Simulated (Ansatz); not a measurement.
Geometry optimisation.

Program: Ansatz.

```
crystal:
  lattice:
    - [3.2795251991, 0.0, 0.0]
    - [-1.6397625995, 2.8401521347, 0.0]
    - [0.0, 0.0, 5.2931629342]
  atoms:
    - { symbol: Zn, position: [0.3333333333, 0.6666666667, 0.4999596417] }
    - { symbol: Zn, position: [0.6666666667, 0.3333333333, -4.03583e-05] }
    - { symbol: O, position: [0.6666666667, 0.3333333333, 0.3790503583] }
    - { symbol: O, position: [0.3333333333, 0.6666666667, 0.8790503583] }
kpoints:
  mp_grid: { grid: [12, 12, 4] }
hamiltonian:
  xc: r2scan
scf:
  occupations: { method: fermi_dirac, width: 0.02 }
relax:
  f_tol: 0.005
  cell: {}
```

Launched with:
```bash
ansatz run input.yaml --threads 2 --pin off --max-ram 2211MiB --backend cpu --events-out ev --progress --plain --runs-dir out
```

Q: How does the optimisation go?

A: The optimisation met its thresholds at geometry 4, counting the start as the first. The energy fell by about 10 meV/atom from the first step to the last. The largest force component goes from about 3 × 10⁻³ eV/Å at the start to 10⁻³ eV/Å at the end. The volume shrinks from 12.33 to 11.81 Å³ per atom (−4.2 %), as the pressure goes from −5.8 GPa to about 0 GPa.

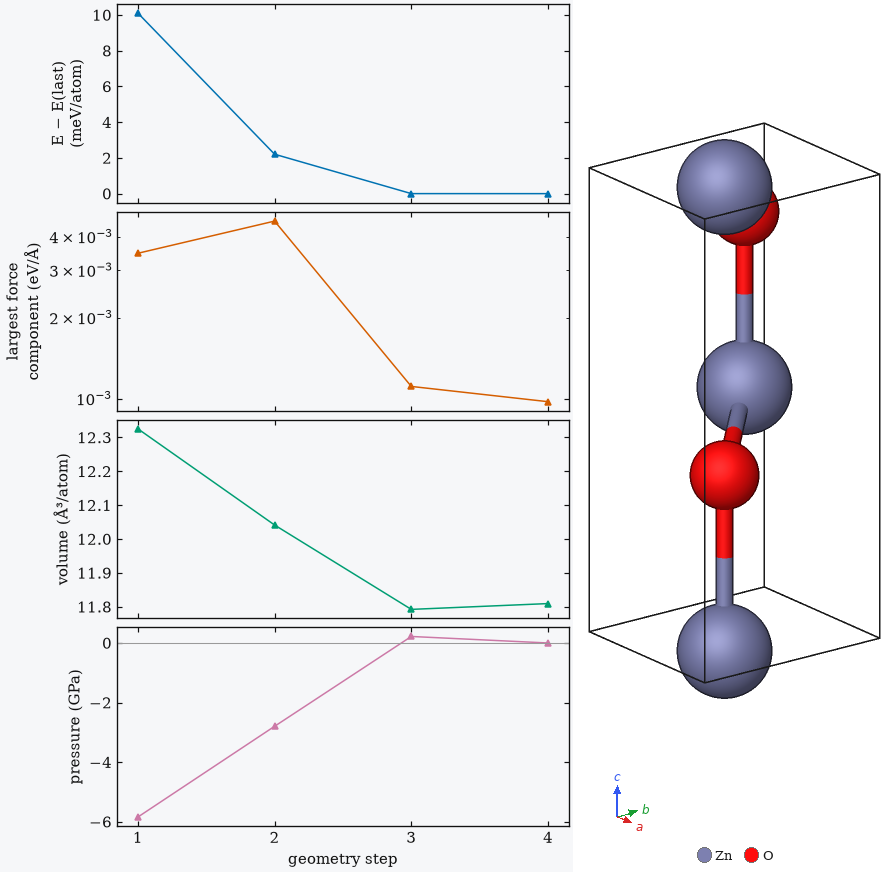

Beside the plot: the structure at the start.

History of the run, step by step. Atoms and cell relax. A closing SCF on a freshly chosen basis isn't drawn.
